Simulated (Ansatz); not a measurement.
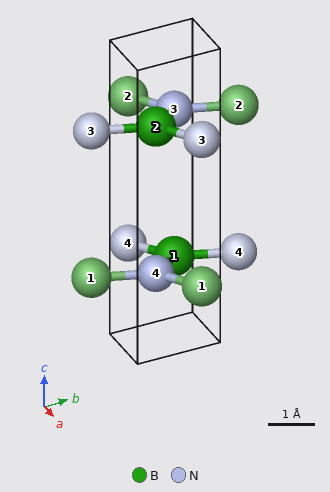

Figure 1. The starting structure (ball-and-stick view of the cell of the calculation, seen slightly off an axis; neighbours outside the cell are drawn fainter; atoms are numbered from 1 in the order of the input).

# Geometry relaxation, with input and output: BN

System: BN (4 atoms in the cell).
Method: DFT, PBE, dispersion d3bj, plane waves, PAW, no spin polarisation (Ansatz 0.2.0).

The structure derives from an entry of the Crystallography Open Database. Figures and captions count atoms from 1; the log counts them from 0 in places.

Output:
```
Engine: ansatz 0.2.0, aarch64-unknown-linux-gnu
Pseudopotentials: kind: paw
Pseudopotential: B, paw, valence charge 3, recommended cutoff 420 eV (normal), B.paw.azcp
Pseudopotential: N, paw, valence charge 5, recommended cutoff 420 eV (normal), N.paw.azcp
Functional definition: PBE
  parameter kappa = 0.804
  parameter beta = 0.06672455060314922
  exchange = pbe_x(kappa = kappa, mu = beta*pi^2/3)
  correlation = pbe_c(beta = beta)
Crystal: 4 atoms, lattice volume = 35.866 Å³
Basis set: ecut = 420 eV, 689 PW (Γ), exchange–correlation on 36×36×90 points (8 copies of the dense FFT grid, shifted against one another)
Bands: 12, of which v1, the nominal top of the filled ones, is band 8 counted from 1 (7 counted from 0)
Symmetry: 24 space group operations
Space group: P63/mmc (ITA 194), of the structure as read, at distance tolerance 3.3e-5 Å
k-points: 14 of 72
Non-local potential: B, projectors of the file, l = 0: 2, l = 1: 2, l = 2: 1
Non-local potential: N, projectors of the file, l = 0: 2, l = 1: 2, l = 2: 1
PAW form: soft (Blöchl's): semilocal exchange-correlation on the pseudo side does not see the compensation charge
PAW one-centre angular grid: B, 110 points (default); XC on 64 Gauss nodes
PAW one-centre angular grid: N, 110 points (default); XC on 64 Gauss nodes
Initial density: superposition of atomic densities (neutral atoms: chi_scale 0, normalization atom), corrected by the library's trained network
Initial wavefunctions: pseudopotential atomic-orbital guess
Functional: x = pbe(κ = 0.804, μ = 0.2195149727645171), c = pbe(β = 0.06672455060314922)
SCF iter   1: F=—  HF=-1085.366893 eV  |F-HF|=—  |Δ(HF+E_count)|=         —  Δρ=1.47e-3  dr2=2.00e-4  ethr=1.77e-3  ⟨swp⟩=6.2  Hψ=1054  notcnv=0
preconditioner: auto → none  [insulator: Δε(μ)=4.289 eV  Ē_g=15.907 eV  σ=0.020 eV  W_gap=1.00  n_scr=4 (ndim 8)  ℏωp=24.8 eV  f_vac=0.022  D(μ)=0.00/eV (n_scr^D=0)  ε∞_Penn≈3.4]
SCF iter   2: F=—  HF=-1085.367964 eV  |F-HF|=—  |Δ(HF+E_count)|=   1.07e-3  Δρ=7.44e-4  dr2=4.09e-5  ethr=1.25e-6  ⟨swp⟩=2.1  Hψ=431  notcnv=0
SCF iter   3: F=—  HF=-1085.368269 eV  |F-HF|=—  |Δ(HF+E_count)|=   3.05e-4  Δρ=3.32e-4  dr2=8.67e-6  ethr=2.55e-7  ⟨swp⟩=2.0  Hψ=279  notcnv=0
iter 4 did not close the SCF: its close was put off for the readings that it lacked (scf_convergence_deferred on its scf_iter line)
SCF iter   4: F=-1085.368340 eV  HF=-1085.368340 eV  |F-HF|=2.67e-7  |Δ(HF+E_count)|=   7.05e-5  Δρ=2.14e-5  dr2=5.81e-8  ethr=5.42e-8  ⟨swp⟩=2.1  Hψ=280  notcnv=0
iter 5 did not close the SCF: its close was put off for the readings that it lacked (scf_convergence_deferred on its scf_iter line)
SCF iter   5: F=-1085.368340 eV  HF=-1085.368340 eV  |F-HF|=7.81e-9  |Δ(HF+E_count)|=   2.92e-7  Δρ=4.51e-6  dr2=4.30e-9  ethr=3.63e-10  ⟨swp⟩=2.0  Hψ=278  notcnv=0
SCF iter   6: F=-1085.368340 eV  HF=-1085.368340 eV  |F-HF|=2.14e-10  |Δ(HF+E_count)|=   9.92e-9  Δρ=5.94e-7  dr2=6.45e-11  ethr=2.69e-11  ⟨swp⟩=5.1  Hψ=892  notcnv=0
SCF 1 converged in 6 iterations: F = -1085.368340 eV  dr2 = 6.45e-11
  greatest PAW one-centre occupation: 0.798 electrons in one spin orbital (limit 2), on the N atom at site 3 (counted from 0), in its partial waves of l = 0
relax step   1: F+E_penalty+E_count = -1085.36833987 eV  Δ(F+E_penalty+E_count) = +0.000e0 eV  max|allowed force component| = 1.036e-15 eV/Å  Δτ_max = 0.0000 Å  P = +2.351 GPa  Ω = 35.866 Å³  (6 SCF iters, dr2 threshold 1.00e-7 eV, accepted)
Crystal: 4 atoms, lattice volume = 35.986 Å³
Basis set: ecut = 420 eV, 713 PW (Γ), exchange–correlation on 36×36×90 points (8 copies of the dense FFT grid, shifted against one another)
Initial density: handed on by an earlier stage of this run
Initial wavefunctions: those handed on with the density
iter 1 solved again at ethr=3.31e-6 eV; its pass at ethr=3.10e-3 eV (dr2=5.29e-4 eV) is discarded
SCF iter   1: F=—  HF=-1085.370387 eV  |F-HF|=—  |Δ(HF+E_count)|=         —  Δρ=1.30e-3  dr2=5.90e-4  ethr=3.31e-6  ⟨swp⟩=2.5  Hψ=1222  notcnv=0
preconditioner: auto → none  [insulator: Δε(μ)=4.273 eV  Ē_g=15.851 eV  σ=0.020 eV  W_gap=1.00  n_scr=4 (ndim 8)  ℏωp=24.8 eV  f_vac=0.020  D(μ)=0.00/eV (n_scr^D=0)  ε∞_Penn≈3.4]
SCF iter   2: F=—  HF=-1085.370181 eV  |F-HF|=—  |Δ(HF+E_count)|=   2.06e-4  Δρ=5.11e-4  dr2=5.92e-5  ethr=3.31e-6  ⟨swp⟩=2.0  Hψ=275  notcnv=0
SCF iter   3: F=—  HF=-1085.370162 eV  |F-HF|=—  |Δ(HF+E_count)|=   1.95e-5  Δρ=1.59e-4  dr2=6.11e-6  ethr=3.70e-7  ⟨swp⟩=2.1  Hψ=269  notcnv=0
SCF iter   4: F=-1085.370161 eV  HF=-1085.370161 eV  |F-HF|=6.92e-8  |Δ(HF+E_count)|=   1.20e-6  Δρ=3.12e-5  dr2=1.24e-7  ethr=2.50e-9  ⟨swp⟩=7.8  Hψ=1240  notcnv=0
SCF 2 converged in 4 iterations: F = -1085.370161 eV  dr2 = 1.24e-7
  greatest PAW one-centre occupation: 0.797 electrons in one spin orbital (limit 2), on the N atom at site 3 (counted from 0), in its partial waves of l = 0
relax step   2: F+E_penalty+E_count = -1085.37016077 eV  Δ(F+E_penalty+E_count) = -1.821e-3 eV  max|allowed force component| = 8.708e-16 eV/Å  Δτ_max = 0.0000 Å  P = +0.841 GPa  Ω = 35.986 Å³  energy of the carried Pulay correction = -3.914e-4 eV  (4 SCF iters, dr2 threshold 4.00e-7 eV, accepted)
Crystal: 4 atoms, lattice volume = 36.055 Å³
iter 1 solved again at ethr=1.05e-6 eV; its pass at ethr=3.10e-3 eV (dr2=1.68e-4 eV) is discarded
SCF iter   1: F=—  HF=-1085.370339 eV  |F-HF|=—  |Δ(HF+E_count)|=         —  Δρ=7.31e-4  dr2=1.86e-4  ethr=1.05e-6  ⟨swp⟩=2.4  Hψ=1216  notcnv=0
preconditioner: auto → none  [insulator: Δε(μ)=4.272 eV  Ē_g=15.829 eV  σ=0.020 eV  W_gap=1.00  n_scr=4 (ndim 8)  ℏωp=24.7 eV  f_vac=0.019  D(μ)=0.00/eV (n_scr^D=0)  ε∞_Penn≈3.4]
SCF iter   2: F=—  HF=-1085.370269 eV  |F-HF|=—  |Δ(HF+E_count)|=   6.99e-5  Δρ=2.96e-4  dr2=1.91e-5  ethr=1.05e-6  ⟨swp⟩=2.0  Hψ=265  notcnv=0
SCF iter   3: F=—  HF=-1085.370264 eV  |F-HF|=—  |Δ(HF+E_count)|=   5.43e-6  Δρ=9.37e-5  dr2=2.06e-6  ethr=1.20e-7  ⟨swp⟩=2.1  Hψ=269  notcnv=0
SCF iter   4: F=-1085.370263 eV  HF=-1085.370263 eV  |F-HF|=2.81e-8  |Δ(HF+E_count)|=   3.07e-7  Δρ=1.90e-5  dr2=4.69e-8  ethr=2.50e-9  ⟨swp⟩=10.0  Hψ=1286  notcnv=0
SCF 3 converged in 4 iterations: F = -1085.370263 eV  dr2 = 4.69e-8
relax step   3: F+E_penalty+E_count = -1085.37026332 eV  Δ(F+E_penalty+E_count) = -1.026e-4 eV  max|allowed force component| = 1.756e-15 eV/Å  Δτ_max = 0.0000 Å  P = +0.012 GPa  Ω = 36.055 Å³  energy of the carried Pulay correction = -6.194e-4 eV  (4 SCF iters, dr2 threshold 4.00e-7 eV, accepted)
Initial wavefunctions: pseudopotential atomic-orbital guess (no wavefunctions were taken with the density)
iter 1 solved again at ethr=1.36e-7 eV; its pass at ethr=3.10e-3 eV (dr2=2.17e-5 eV) is discarded
SCF iter   1: F=—  HF=-1085.370742 eV  |F-HF|=—  |Δ(HF+E_count)|=         —  Δρ=5.32e-5  dr2=1.36e-7  ethr=1.36e-7  ⟨swp⟩=3.1  Hψ=1467  notcnv=0
preconditioner: auto → none  [insulator: Δε(μ)=4.277 eV  Ē_g=15.835 eV  σ=0.020 eV  W_gap=1.00  n_scr=4 (ndim 8)  ℏωp=24.7 eV  f_vac=0.019  D(μ)=0.00/eV (n_scr^D=0)  ε∞_Penn≈3.4]
SCF iter   2: F=—  HF=-1085.370743 eV  |F-HF|=—  |Δ(HF+E_count)|=   1.06e-6  Δρ=2.64e-5  dr2=3.42e-8  ethr=8.52e-10  ⟨swp⟩=2.7  Hψ=277  notcnv=0
SCF iter   3: F=—  HF=-1085.370745 eV  |F-HF|=—  |Δ(HF+E_count)|=   1.46e-6  Δρ=4.86e-6  dr2=6.16e-9  ethr=2.14e-10  ⟨swp⟩=2.0  Hψ=271  notcnv=0
SCF iter   4: F=—  HF=-1085.370745 eV  |F-HF|=—  |Δ(HF+E_count)|=   1.65e-9  Δρ=6.45e-7  dr2=7.37e-11  ethr=3.85e-11  ⟨swp⟩=2.1  Hψ=265  notcnv=0
SCF iter   5: F=-1085.370745 eV  HF=-1085.370745 eV  |F-HF|=1.82e-12  |Δ(HF+E_count)|=  1.19e-10  Δρ=9.22e-8  dr2=1.51e-12  ethr=1.00e-12  ⟨swp⟩=5.8  Hψ=706  notcnv=0
SCF 4 converged in 5 iterations: F = -1085.370745 eV  dr2 = 1.51e-12
relax step   4: F+E_penalty+E_count = -1085.37074480 eV  Δ(F+E_penalty+E_count) = -4.815e-4 eV  max|allowed force component| = 1.754e-15 eV/Å  Δτ_max = 0.0000 Å  P = +0.037 GPa  Ω = 36.055 Å³  stress off target by 5.72e-2 GPa  SCF on the basis re-selected at this cell (its energy is not comparable with the rows above)  (5 SCF iters)
basis re-selected at this cell: Δ(F+E_penalty+E_count) = -4.815e-4 eV, ΔP = +0.025 GPa vs the last step (what re-selecting the basis moved, of the pressure what is left beyond the Pulay correction that the steps carried, after the strain that the cell walked since its last selection, with what the two solves' SCF thresholds leave and, on support functions, any second-order correction that the steps lacked; it is no measure of the basis error at this ecutwfc). This SCF's stress stands 5.72e-2 GPa from its target on what of the cell is left free (relax.cell.stress_tol is 5.00e-2 GPa) and its largest allowed force component is 1.75e-15 eV/Å (relax.f_tol is 5.00e-3 eV/Å): not within both, so this SCF does not close the relaxation
iter 1 solved again at ethr=8.48e-10 eV; its pass at ethr=3.10e-3 eV (dr2=1.36e-7 eV) is discarded
SCF iter   1: F=—  HF=-1085.370755 eV  |F-HF|=—  |Δ(HF+E_count)|=         —  Δρ=2.77e-5  dr2=1.93e-7  ethr=8.48e-10  ⟨swp⟩=2.1  Hψ=1242  notcnv=0
preconditioner: auto → none  [insulator: Δε(μ)=4.276 eV  Ē_g=15.833 eV  σ=0.020 eV  W_gap=1.00  n_scr=4 (ndim 8)  ℏωp=24.7 eV  f_vac=0.019  D(μ)=0.00/eV (n_scr^D=0)  ε∞_Penn≈3.4]
SCF iter   2: F=—  HF=-1085.370748 eV  |F-HF|=—  |Δ(HF+E_count)|=   6.99e-6  Δρ=1.07e-5  dr2=2.11e-8  ethr=8.48e-10  ⟨swp⟩=2.0  Hψ=273  notcnv=0
SCF iter   3: F=-1085.370748 eV  HF=-1085.370748 eV  |F-HF|=1.91e-11  |Δ(HF+E_count)|=   2.32e-9  Δρ=4.26e-6  dr2=2.87e-9  ethr=5.11e-11  ⟨swp⟩=6.8  Hψ=840  notcnv=0
SCF 5 converged in 3 iterations: F = -1085.370748 eV  dr2 = 2.87e-9
relax step   5: F+E_penalty+E_count = -1085.37074800 eV  Δ(F+E_penalty+E_count) = -3.195e-6 eV  max|allowed force component| = 1.111e-15 eV/Å  Δτ_max = 0.0000 Å  P = +0.000 GPa  Ω = 36.055 Å³  energy of the carried Pulay correction = +2.426e-6 eV  (3 SCF iters, dr2 threshold 8.18e-9 eV, accepted)
iter 1 solved again at ethr=1.31e-7 eV; its pass at ethr=3.10e-3 eV (dr2=2.10e-5 eV) is discarded
SCF iter   1: F=—  HF=-1085.370755 eV  |F-HF|=—  |Δ(HF+E_count)|=         —  Δρ=4.29e-6  dr2=3.17e-9  ethr=1.31e-7  ⟨swp⟩=3.2  Hψ=1493  notcnv=0
eigensolver tolerance schedule: the retry pair's looser diagonalisation over-reported the residual by 6625.35 of it (diagonalisation noise at 0.39 of the residual, at the tolerance the schedule requests for it); recorded, not acted on — ethr = c·dr2/N_el stays at c = 1.0e-1
preconditioner: auto → none  [insulator: Δε(μ)=4.276 eV  Ē_g=15.834 eV  σ=0.020 eV  W_gap=1.00  n_scr=4 (ndim 8)  ℏωp=24.7 eV  f_vac=0.019  D(μ)=0.00/eV (n_scr^D=0)  ε∞_Penn≈3.4]
SCF iter   2: F=—  HF=-1085.370748 eV  |F-HF|=—  |Δ(HF+E_count)|=   7.28e-6  Δρ=2.14e-6  dr2=6.69e-10  ethr=1.98e-11  ⟨swp⟩=2.6  Hψ=303  notcnv=0
SCF iter   3: F=—  HF=-1085.370748 eV  |F-HF|=—  |Δ(HF+E_count)|=  2.34e-10  Δρ=9.38e-7  dr2=1.33e-10  ethr=4.18e-12  ⟨swp⟩=2.1  Hψ=260  notcnv=0
SCF iter   4: F=-1085.370748 eV  HF=-1085.370748 eV  |F-HF|=1.59e-12  |Δ(HF+E_count)|=  8.21e-11  Δρ=8.13e-8  dr2=1.02e-12  ethr=1.00e-12  ⟨swp⟩=5.9  Hψ=713  notcnv=0
SCF 6 converged in 4 iterations: F = -1085.370748 eV  dr2 = 1.02e-12
relax step   6: F+E_penalty+E_count = -1085.37074800 eV  Δ(F+E_penalty+E_count) = -6.814e-10 eV  max|allowed force component| = 1.240e-15 eV/Å  Δτ_max = 0.0000 Å  P = -0.000 GPa  Ω = 36.055 Å³  stress off target by 1.10e-3 GPa  SCF on the basis re-selected at this cell (its energy is not comparable with the rows above)  (4 SCF iters)
```

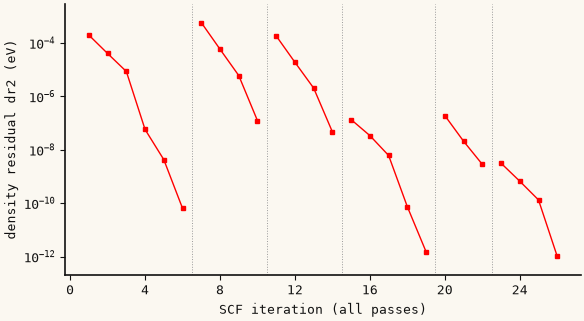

Figure 2. Convergence of the self-consistent field: density residual dr2 against the SCF iteration. The dotted lines part the SCF passes of the relaxation: geometry steps, rejected trials and re-solves on a re-selected basis. The 6 passes take 3 to 6 iterations each, 26 in all.

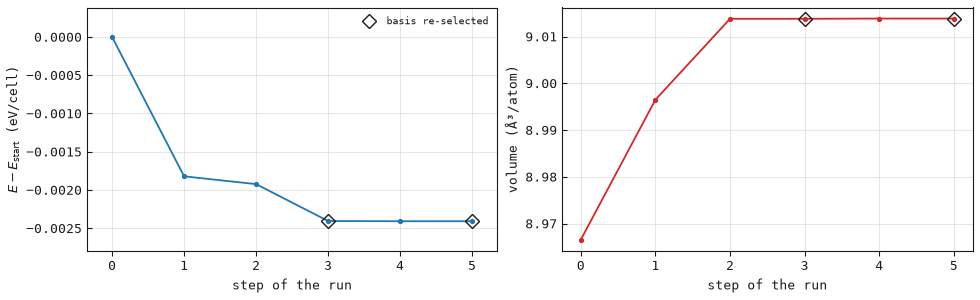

Figure 3. Progress of the relaxation, step by step (the first geometry is step 0 here and step 1 in the log). No atom moves by more than 0.005 Å relative to the cell. The volume changes by +0.5 %, with a = b 2.498 → 2.506 Å (+0.3 %), c 6.636 → 6.628 Å (−0.1 %). Distances before and after: B1–N4 1.442 → 1.447 Å. The space group stays P6_3/mmc (No. 194). After 3 geometry steps the energy has fallen by 2.4 meV per cell of the calculation. All forces vanish by symmetry, so only the cell relaxes. Pressure: 2.35 GPa at the start and 0.00 GPa at the end. The basis was re-selected once at an unchanged geometry, which shifts the energy a little without any move. The energy change given includes the shifts at the re-selections in mid-walk, which come without any move. A last SCF at the same geometry on a re-selected plane-wave basis shifts the energy by next to nothing (0.0 meV per cell of the calculation). (Atoms are counted from 1 in the order of the input.)

```
basis re-selected at this cell: Δ(F+E_penalty+E_count) = -6.814e-10 eV, ΔP = -0.000 GPa vs the last step (what re-selecting the basis moved, of the pressure what is left beyond the Pulay correction that the steps carried, after the strain that the cell walked since its last selection, with what the two solves' SCF thresholds leave and, on support functions, any second-order correction that the steps lacked; it is no measure of the basis error at this ecutwfc). This SCF's stress stands 1.10e-3 GPa from its target on what of the cell is left free (relax.cell.stress_tol is 5.00e-2 GPa) and its largest allowed force component is 1.24e-15 eV/Å (relax.f_tol is 5.00e-3 eV/Å): within both
SCF converged after 4 iterations
Free energy (F): -1085.370748 eV
Harris-Foulkes:  -1085.370748 eV  (|F-HF|=1.59e-12)
Internal energy: -1085.370748 eV  (E = F + TS)
E sigma→0 (E₀):  -1085.370748 eV
Fermi energy:    6.886883 eV
--- Per-component energies (eV) ---
  E_band       = -37.771898
  E_kinetic    = 366.674069
  E_local      = -690.649348  (includes V_loc(G=0)·N_el)
  E_nonlocal   = 115.594764
  E_hartree    = 222.521892
  E_xc         = -184.393061
  E_vxc        = -228.772140  (∫ρ·V_xc dr)
  E_paw        = -413.615695  (= ΣΔE_a)
  E_vpaw       = -45.663228  (= ΣTr[D̂ρ^β])
  E_aug_tail   = 0.000205  (compensation charges beyond the density's cutoff)
  E_ewald      = -500.938637
  E_disp       = -0.564935  (pairwise vdW)
  E_smearing   = -0.000000  (= −TS)
  E_closure    = -0.000000  (closes the sum)
  Σ components = -1085.370748   (vs F -1085.370748, Δ=0.00e0)
--- Forces (eV/Å), atoms counted from 1 ---
  atom   1  B      0.00000000    -0.00000000    -0.00000000
  atom   2  B      0.00000000     0.00000000     0.00000000
  atom   3  N      0.00000000    -0.00000000    -0.00000000
  atom   4  N      0.00000000     0.00000000     0.00000000
  max |Σ_I F_I| component: 2.50e-16 eV/Å
--- Stress (GPa, compression-positive) ---
        0.000548       0.000000      -0.000000
       -0.000000       0.000548       0.000000
       -0.000000       0.000000      -0.001105
  P = ⅓ Tr σ = -0.0000 GPa (-0.000 kbar)
--- Band table (eV; the first three rows and the last of 14) ---
  k-point 0: bands = ["-13.0318", "-12.7329", "-1.4585", "0.6876", "3.4170", "3.4170", "3.4539", "3.4539", "10.0238", "15.0777", "16.3004", "16.3004"]
  k-point 1: bands = ["-12.8871", "-12.8871", "-0.5090", "-0.5090", "3.4357", "3.4357", "3.4357", "3.4357", "12.3937", "12.3937", "16.3624", "16.3624"]
  k-point 2: bands = ["-12.4965", "-12.2163", "-0.7196", "1.3459", "1.4443", "1.4853", "2.5241", "2.5744", "10.9225", "14.5700", "15.7268", "15.8610"]
  k-point 13: bands = ["-9.2255", "-9.2255", "-3.1269", "-3.1269", "-2.3969", "-2.3969", "4.7486", "4.7486", "9.3869", "9.3869", "16.7611", "16.7611"]
--- Relaxed structure (4 steps of the walk, 4 accepted, 2 SCFs on fresh bases) ---
  F+E_penalty+E_count = -1085.37074800 eV   max|allowed force component| = 1.240e-15 eV/Å   (the final SCF, on the basis selected at the relaxed cell)
  cell:  # Å, volume = 36.0554 Å³
    - [2.5063479447250248, 1.854919069426185e-33, -1.9452920703112615e-34]
    - [-1.2531739723625124, 2.1705609908547876, 8.115482012336686e-20]
    - [-1.5500962186359095e-33, 2.4890652030404175e-19, 6.627615787011177]
  atoms:
    - { symbol: B, position: [0.33333333333333337, 0.6666666666666667, 0.25] }
    - { symbol: B, position: [0.6666666666666667, 0.33333333333333337, 0.75] }
    - { symbol: N, position: [0.33333333333333337, 0.6666666666666667, 0.75] }
    - { symbol: N, position: [0.6666666666666667, 0.33333333333333337, 0.25] }
```

Trajectory as extended XYZ (Å, eV, eV/Å), 6 frames, from step=1 to step=6:
```
4
Lattice="2.4982 0.0000 0.0000 -1.2491 2.1635 0.0000 0.0000 0.0000 6.6357" Properties=species:S:1:pos:R:3:forces:R:3 step=1 energy=-1085.36834 pressure_GPa=2.35
B     0.0000    1.4424    1.6589    0.0000   0.0000   0.0000
B     1.2491    0.7212    4.9768    0.0000   0.0000   0.0000
N     0.0000    1.4424    4.9768    0.0000   0.0000   0.0000
N     1.2491    0.7212    1.6589    0.0000   0.0000   0.0000
4
Lattice="2.5034 0.0000 0.0000 -1.2517 2.1680 0.0000 0.0000 0.0000 6.6306" Properties=species:S:1:pos:R:3:forces:R:3 step=2 energy=-1085.37016 pressure_GPa=0.84
B     0.0000    1.4453    1.6577    0.0000   0.0000   0.0000
B     1.2517    0.7227    4.9730    0.0000   0.0000   0.0000
N     0.0000    1.4453    4.9730    0.0000   0.0000   0.0000
N     1.2517    0.7227    1.6577    0.0000   0.0000   0.0000
4
Lattice="2.5062 0.0000 0.0000 -1.2531 2.1704 0.0000 0.0000 0.0000 6.6283" Properties=species:S:1:pos:R:3:forces:R:3 step=3 energy=-1085.37026 pressure_GPa=0.01
B     0.0000    1.4470    1.6571    0.0000   0.0000   0.0000
B     1.2531    0.7235    4.9712    0.0000   0.0000   0.0000
N     0.0000    1.4470    4.9712    0.0000   0.0000   0.0000
N     1.2531    0.7235    1.6571    0.0000   0.0000   0.0000
4
Lattice="2.5062 0.0000 0.0000 -1.2531 2.1704 0.0000 0.0000 0.0000 6.6283" Properties=species:S:1:pos:R:3:forces:R:3 step=4 energy=-1085.37074 pressure_GPa=0.04
B     0.0000    1.4470    1.6571    0.0000   0.0000   0.0000
B     1.2531    0.7235    4.9712    0.0000   0.0000   0.0000
N     0.0000    1.4470    4.9712    0.0000   0.0000   0.0000
N     1.2531    0.7235    1.6571    0.0000   0.0000   0.0000
4
Lattice="2.5063 0.0000 0.0000 -1.2532 2.1706 0.0000 0.0000 0.0000 6.6276" Properties=species:S:1:pos:R:3:forces:R:3 step=5 energy=-1085.37075 pressure_GPa=0.00
B     0.0000    1.4470    1.6569    0.0000   0.0000   0.0000
B     1.2532    0.7235    4.9707    0.0000   0.0000   0.0000
N     0.0000    1.4470    4.9707    0.0000   0.0000   0.0000
N     1.2532    0.7235    1.6569    0.0000   0.0000   0.0000
4
Lattice="2.5063 0.0000 0.0000 -1.2532 2.1706 0.0000 0.0000 0.0000 6.6276" Properties=species:S:1:pos:R:3:forces:R:3 step=6 energy=-1085.37075 pressure_GPa=-0.00
B     0.0000    1.4470    1.6569    0.0000   0.0000   0.0000
B     1.2532    0.7235    4.9707    0.0000   0.0000   0.0000
N     0.0000    1.4470    4.9707    0.0000   0.0000   0.0000
N     1.2532    0.7235    1.6569    0.0000   0.0000   0.0000
```

This output came from the following input.

Input:
```yaml
crystal:
  lattice:
    - [2.49824, 0.0, 0.0]
    - [-1.24912, 2.1635393048, 0.0]
    - [0.0, 0.0, 6.6357]
  atoms:
    - { symbol: B, position: [0.3333333333, 0.6666666667, 0.25] }
    - { symbol: B, position: [0.6666666667, 0.3333333333, 0.75] }
    - { symbol: "N", position: [0.3333333333, 0.6666666667, 0.75] }
    - { symbol: "N", position: [0.6666666667, 0.3333333333, 0.25] }
basis:
  ecutwfc: 420
kpoints:
  mp_grid: { grid: [6, 6, 2] }
hamiltonian:
  xc: pbe
  dispersion: d3bj
scf:
  occupations: { method: gaussian, width: 0.02 }
output:
  forces: true
  stress: true
  eigenvalues: true
  write_density: true
  write_potential: true
  elf: true
  volumetric_format: npy
relax:
  adjacent_minimum: "off"
  f_tol: 0.005
  max_steps: 80
  cell: { stress_tol: 0.05 }
```

Launch command:
```bash
ansatz run input.yaml --threads 1 --pin off --max-ram 2560MiB --backend cpu --events-out ev --progress --plain --runs-dir out
```

Key numbers:

| quantity | value |
| --- | --- |
| outcome | converged |
| space group (tolerance 0.01 Å) | P6₃/mmc (194) |
| electrons treated | 16 |
| free energy | −1085.3707 eV |
| Fermi energy | 6.887 eV |
| gap on the k-point mesh | 4.28 eV |
| pressure | 0.00 GPa |
| final volume | 36.06 Å³ |
| largest force (length of the vector) at the end | under 0.001 eV/Å |
| final cell | a = 2.506 Å, b = 2.506 Å, c = 6.628 Å, α = 90.00°, β = 90.00°, γ = 120.00° |
| hardware | 1 thread of Arm Neoverse V2, 24 GiB of memory available, shared host |
| wall time | 3 s |
| peak memory | 0.27 GiB |

Notes:

These settings are looser than, or depart from, a standard set-up, so the numbers are not reference values for this system.
